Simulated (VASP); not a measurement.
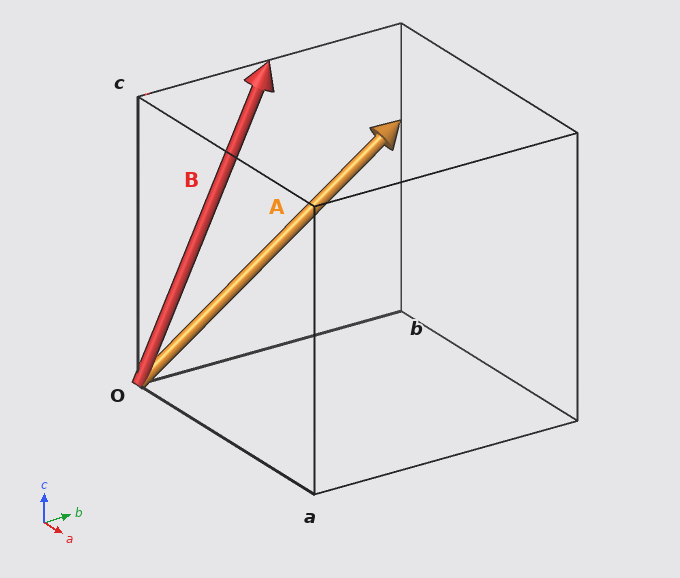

Crystal: Co, a cell listed in the Materials Project, as set up for an electronic-structure calculation. Each arrow starts at a corner of the unit cell and ends on its surface; where a tip isn't a corner, dashed lines run from it parallel to the axes. The drawing is computed from the coordinates (standard cell, symmetry found to 0.002 Å).

a = 3.513 Å, b = 3.513 Å, c = 3.513 Å, α = 90.00°, β = 90.00°, γ = 90.00°.

### Which lattice directions are drawn?

Arrow A runs from (0, 0, 0) to (0, 1, 2/3), so [0 3 2]; Arrow B runs from (0, 0, 0) to (0, 1/2, 1), so [0 1 2].

### How long is the vector ua + vb + wc in each case, and what angles do the directions make?

A 12.667 Å; B 7.856 Å. A–B: 29.7°.

### In Fm-3m (No. 225), how many directions are equivalent to A (Laue class m-3m, both senses counted)?

24.
